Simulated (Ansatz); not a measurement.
## What a change does: single-point calculation on TiAl3

System: TiAl3 (Pmm2, 4 atoms in the cell).
Method of run 1: Kohn-Sham DFT of a periodic cell, LDA, Ansatz PAW, no spin polarisation (Ansatz 0.2.0).

The structure derives from a Materials Project entry. Text and figures count atoms from 1; the logs count them from 0 in places.

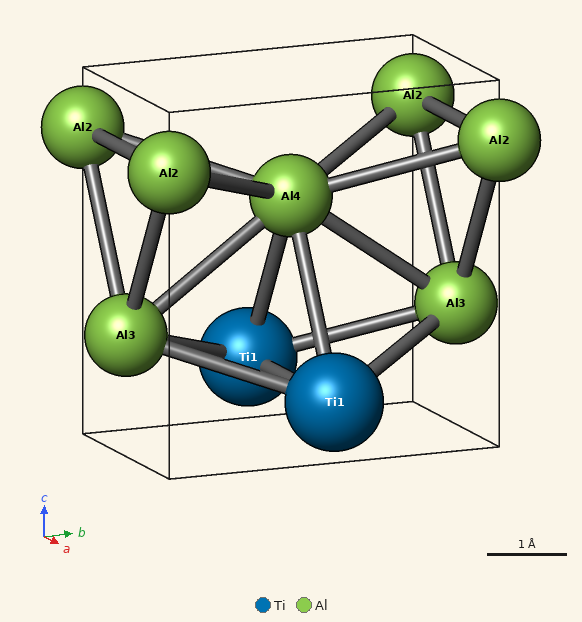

**Figure 1.** The structure (ball-and-stick view of the cell of the calculation, seen slightly off an axis; atoms are numbered from 1 in the order of the input). An atom can appear more than once, as a periodic image.

Input, run 1:
```yaml
crystal:
  lattice:
    - [2.7817081424, 0.0, 0.0]
    - [0.0, 4.5857011856, 0.0]
    - [0.0, 0.0, 4.8006987856]
  atoms:
    - { symbol: Ti, position: [0.0, 0.5, 0.165916] }
    - { symbol: Al, position: [0.0, 0.0, 0.8359] }
    - { symbol: Al, position: [0.5, 0.0, 0.330912] }
    - { symbol: Al, position: [0.5, 0.5, 0.667271] }
hamiltonian:
  xc: lda
  pseudopotentials: { kind: paw }
kpoints:
  mp_grid: { grid: [9, 6, 6] }
scf:
  occupations: { method: fermi_dirac, width: 0.05 }
output:
  forces: true
  stress: true
  eigenvalues: true
```

Launched with:
```bash
ansatz run input.yaml --threads 2 --pin off --max-ram 5632MiB --backend cpu --events-out ev --progress --plain --runs-dir out
```

Hardware: 2 threads of Arm Neoverse V2, 24 GiB of memory available, shared host.

Output, shortened to warnings, some set-up lines, iterations and results (run 1):
```
Basis set: ecut = 420 eV, 1187 PW (Γ)
Symmetry: 4 space group operations
k-points: 80 of 324 (time reversal used)
Initial density: superposition of atomic densities (neutral atoms: chi_scale 0, normalization atom), corrected by the library's trained network
[...]
SCF iter   1: F=—  HF=-3989.949032 eV  |F-HF|=—  |Δ(HF+E_count)|=         —  Δρ=5.06e-3  dr2=2.40e-2  ethr=1.77e-3  ⟨swp⟩=6.0  Hψ=7229  notcnv=0
SCF iter   2: F=—  HF=-3989.945110 eV  |F-HF|=—  |Δ(HF+E_count)|=   3.92e-3  Δρ=3.06e-3  dr2=8.32e-3  ethr=1.15e-4  ⟨swp⟩=1.0  Hψ=1840  notcnv=0
SCF iter   3: F=—  HF=-3989.942911 eV  |F-HF|=—  |Δ(HF+E_count)|=   2.20e-3  Δρ=3.49e-4  dr2=9.75e-5  ethr=3.96e-5  ⟨swp⟩=2.4  Hψ=1653  notcnv=0
SCF iter   4: F=—  HF=-3989.942871 eV  |F-HF|=—  |Δ(HF+E_count)|=   3.95e-5  Δρ=8.82e-5  dr2=6.06e-6  ethr=4.64e-7  ⟨swp⟩=2.5  Hψ=1674  notcnv=0
SCF iter   5: F=—  HF=-3989.942869 eV  |F-HF|=—  |Δ(HF+E_count)|=   1.94e-6  Δρ=1.78e-5  dr2=1.82e-7  ethr=2.88e-8  ⟨swp⟩=2.2  Hψ=1685  notcnv=0
SCF iter   6: F=-3989.942869 eV  HF=-3989.942869 eV  |F-HF|=6.90e-9  |Δ(HF+E_count)|=   7.51e-8  Δρ=3.90e-6  dr2=8.41e-9  ethr=4.76e-10  ⟨swp⟩=5.0  Hψ=5124  notcnv=0
SCF 1 converged in 6 iterations: F = -3989.942869 eV  dr2 = 8.41e-9
SCF converged after 6 iterations
Free energy (F): -3989.942869 eV
Harris-Foulkes:  -3989.942869 eV  (|F-HF|=6.90e-9)
Internal energy: -3989.921739 eV  (E = F + TS)
E sigma→0 (E₀):  -3989.932304 eV
Entropy (-TS):   -0.021131 eV (-5.283 meV/atom)
Fermi energy:    9.821756 eV
--- Per-component energies (eV) ---
  E_band       = -144.397195
  E_kinetic    = 346.545910
  E_local      = -1269.881985  (includes V_loc(G=0)·N_el)
  E_nonlocal   = 46.385789
  E_hartree    = 565.035514
  E_xc         = -216.963882
  E_vxc        = -212.441961  (∫ρ·V_xc dr)
  E_paw        = -2330.018243  (= ΣΔE_a)
  E_vpaw       = -185.078493  (= ΣTr[D̂ρ^β])
  E_aug_tail   = 0.000093  (compensation charges beyond the density's cutoff)
  E_ewald      = -1131.518035
  E_core_change = 0.493100  (= ΣΔE_core)
  E_smearing   = -0.021131  (= −TS)
  E_closure    = -0.000000  (closes the sum)
  Σ components = -3989.942869   (vs F -3989.942869, Δ=0.00e0)
--- Forces (eV/Å), atoms counted from 1 ---
  atom   1  Ti     0.00000000     0.00000000    -0.02817208
  atom   2  Al     0.00000000     0.00000000     0.06337379
  atom   3  Al     0.00000000     0.00000000     0.00037166
  atom   4  Al     0.00000000     0.00000000    -0.03559282
  max |Σ_I F_I| component: 1.94e-5 eV/Å
--- Stress (GPa, compression-positive) ---
       -1.166152       0.000000       0.000000
        0.000000       2.294576       0.000000
        0.000000       0.000000       2.312997
  P = ⅓ Tr σ = 1.1471 GPa (11.471 kbar)
```

The input of run 2 differs as follows (lines with − go, lines with + come):
```diff
-    - [2.7817081424, 0.0, 0.0]
-    - [0.0, 4.5857011856, 0.0]
-    - [0.0, 0.0, 4.8006987856]
+    - [2.8770454564, 0.0, 0.0]
+    - [0.0, 4.7428666434, 0.0]
+    - [0.0, 0.0, 4.965232843]
```

Predict how the results change.

With the same functional and potentials, run 2 lies 40.1 meV per atom higher. The pressure goes from 1.15 to −8.20 GPa. The largest force goes from 0.063 to 0.100 eV/Å. The volume per atom goes from 15.31 to 16.94 Å³. The number of SCF iterations is the same. The plane waves at Γ go from 1187 to 1331.

Output, shortened to warnings, some set-up lines, iterations and results (run 2):
```
Basis set: ecut = 420 eV, 1331 PW (Γ)
Symmetry: 4 space group operations
k-points: 80 of 324 (time reversal used)
Initial density: superposition of atomic densities (neutral atoms: chi_scale 0, normalization atom), corrected by the library's trained network
[...]
SCF iter   1: F=—  HF=-3989.789151 eV  |F-HF|=—  |Δ(HF+E_count)|=         —  Δρ=5.12e-3  dr2=3.45e-2  ethr=1.77e-3  ⟨swp⟩=6.1  Hψ=7277  notcnv=0
SCF iter   2: F=—  HF=-3989.784668 eV  |F-HF|=—  |Δ(HF+E_count)|=   4.48e-3  Δρ=2.99e-3  dr2=1.04e-2  ethr=1.64e-4  ⟨swp⟩=1.0  Hψ=1840  notcnv=0
SCF iter   3: F=—  HF=-3989.782405 eV  |F-HF|=—  |Δ(HF+E_count)|=   2.26e-3  Δρ=4.23e-4  dr2=1.77e-4  ethr=4.95e-5  ⟨swp⟩=2.4  Hψ=1588  notcnv=0
SCF iter   4: F=—  HF=-3989.782344 eV  |F-HF|=—  |Δ(HF+E_count)|=   6.03e-5  Δρ=9.85e-5  dr2=9.16e-6  ethr=8.42e-7  ⟨swp⟩=2.5  Hψ=1645  notcnv=0
SCF iter   5: F=—  HF=-3989.782338 eV  |F-HF|=—  |Δ(HF+E_count)|=   6.02e-6  Δρ=1.93e-5  dr2=2.09e-7  ethr=4.36e-8  ⟨swp⟩=2.3  Hψ=1692  notcnv=0
SCF iter   6: F=-3989.782338 eV  HF=-3989.782338 eV  |F-HF|=7.57e-9  |Δ(HF+E_count)|=   7.00e-8  Δρ=4.71e-6  dr2=9.45e-9  ethr=4.76e-10  ⟨swp⟩=5.0  Hψ=5041  notcnv=0
SCF 1 converged in 6 iterations: F = -3989.782338 eV  dr2 = 9.45e-9
SCF converged after 6 iterations
Free energy (F): -3989.782338 eV
Harris-Foulkes:  -3989.782338 eV  (|F-HF|=7.57e-9)
Internal energy: -3989.759511 eV  (E = F + TS)
E sigma→0 (E₀):  -3989.770924 eV
Entropy (-TS):   -0.022828 eV (-5.707 meV/atom)
Fermi energy:    8.660048 eV
--- Per-component energies (eV) ---
  E_band       = -168.415929
  E_kinetic    = 339.258842
  E_local      = -1315.386659  (includes V_loc(G=0)·N_el)
  E_nonlocal   = 45.401182
  E_hartree    = 577.384378
  E_xc         = -213.896248
  E_vxc        = -208.551887  (∫ρ·V_xc dr)
  E_paw        = -2328.991532  (= ΣΔE_a)
  E_vpaw       = -183.907796  (= ΣTr[D̂ρ^β])
  E_aug_tail   = 0.000089  (compensation charges beyond the density's cutoff)
  E_ewald      = -1094.022662
  E_core_change = 0.493100  (= ΣΔE_core)
  E_smearing   = -0.022828  (= −TS)
  E_closure    = 0.000000  (closes the sum)
  Σ components = -3989.782338   (vs F -3989.782338, Δ=0.00e0)
--- Forces (eV/Å), atoms counted from 1 ---
  atom   1  Ti     0.00000000     0.00000000    -0.07044242
  atom   2  Al     0.00000000     0.00000000     0.10005255
  atom   3  Al     0.00000000     0.00000000    -0.04465817
  atom   4  Al     0.00000000     0.00000000     0.01503303
  max |Σ_I F_I| component: 1.50e-5 eV/Å
--- Stress (GPa, compression-positive) ---
      -10.121582       0.000000       0.000000
        0.000000      -6.910021       0.000000
        0.000000       0.000000      -7.567955
  P = ⅓ Tr σ = -8.1999 GPa (-81.999 kbar)
```

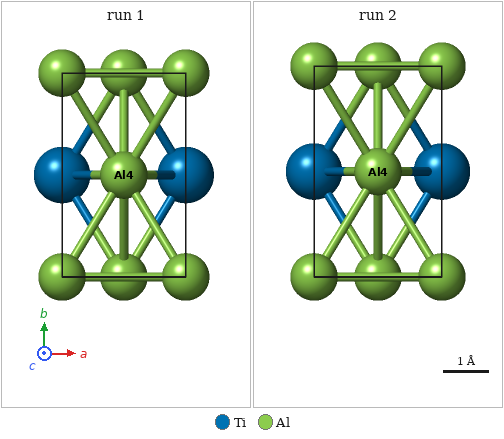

**Figure 2.** The two input geometries at one scale (ball-and-stick view of the cell of the calculation, along the c axis). The atoms keep their places relative to the cell (all moves are under 0.005 Å). The volume changes by +10.6 %, with a 2.782 → 2.877 Å (+3.4 %), b 4.586 → 4.743 Å (+3.4 %), c 4.801 → 4.965 Å (+3.4 %). Among the contacts that change: Al–Al 2.801 → 2.897 Å, Al–Ti 2.796 → 2.892 Å, Al–Al 2.782 → 2.877 Å, Ti–Ti 2.782 → 2.877 Å.

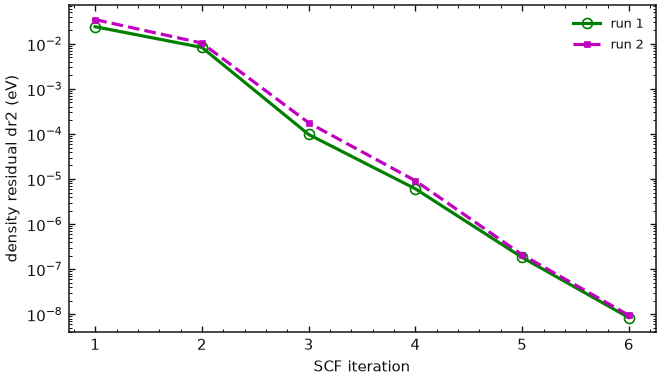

**Figure 3.** Convergence of the two runs: density residual dr2 against the SCF iteration. Run 1 takes 6 iterations in all, and run 2 takes 6.

The two runs side by side:

| quantity | run 1 | run 2 |
| --- | --- | --- |
| outcome | converged | converged |
| free energy per atom (eV) | −997.4857 | −997.4456 |
| energy per atom, smearing taken to zero (eV) | −997.4831 | −997.4427 |
| gap on the mesh (eV) | 0.00 | 0.00 |
| pressure (GPa) | 1.15 | −8.20 |
| volume per atom (Å³) | 15.31 | 16.94 |
| largest force (eV/Å) | 0.063 | 0.100 |
| SCF iterations | 6 | 6 |
| irreducible k-points | 80 | 80 |
| plane waves at Γ | 1187 | 1331 |
| wall time (shared host) | 2.7 s | 2.9 s |

For run 2: The cell is under a tension of 8.2 GPa at this level, so it is not at its equilibrium volume.
